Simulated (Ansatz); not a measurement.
The coordinates of a crystal:

```cif
data_structure
_symmetry_space_group_name_H-M 'P 1'
_symmetry_Int_Tables_number 1
_cell_length_a 7.0211
_cell_length_b 7.0211
_cell_length_c 3.4500
_cell_angle_alpha 90.000
_cell_angle_beta 90.000
_cell_angle_gamma 90.000
_cell_volume 170.07
loop_
_atom_site_label
_atom_site_type_symbol
_atom_site_fract_x
_atom_site_fract_y
_atom_site_fract_z
_atom_site_occupancy
Si1 Si 0.67880 0.67880 0.50000 1
Si2 Si 0.82120 0.82120 0.00000 1
Si3 Si 0.32120 0.67880 0.50000 1
Si4 Si 0.17880 0.82120 0.00000 1
Si5 Si 0.17880 0.17880 0.00000 1
Si6 Si 0.32120 0.32120 0.50000 1
Si7 Si 0.82120 0.17880 0.00000 1
Si8 Si 0.67880 0.32120 0.50000 1
```

### What does this file describe?

The element is silicon. The lattice is body-centred tetragonal and the space group I4/mmm (No. 139). The cell holds eight atoms. Around each Si lie four Si in a distorted tetrahedral arrangement at 2.23 to 2.51 Å. The bonds build a three-dimensional framework.

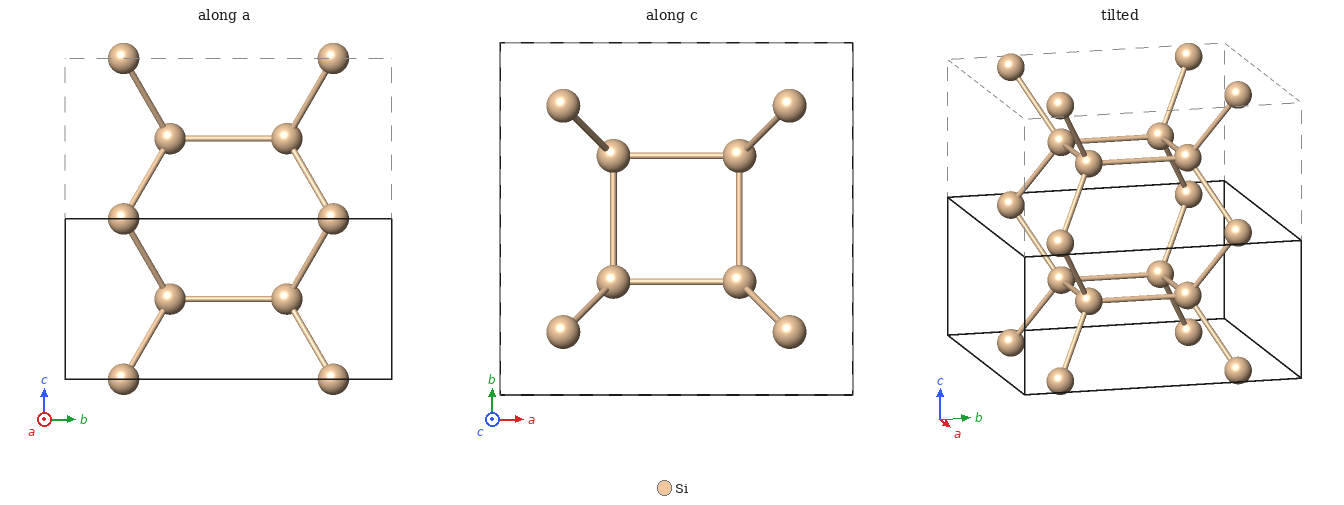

The image is a ball-and-stick drawing of a crystal, viewed along the a axis, along the c axis and slightly off an axis. The drawing covers 1×1×2 cells, and the solid lines enclose one conventional unit cell. Colours: silicon light orange.

The model was built from a structure listed in the Materials Project. The cell was then strained or its atoms displaced on purpose. A calculation with Ansatz used it as input.

At this level of theory the cell isn't at rest (compressed, at 4 GPa and forces up to 1.3 eV/Å), so its distances can differ from those at equilibrium, the more so the softer the solid.
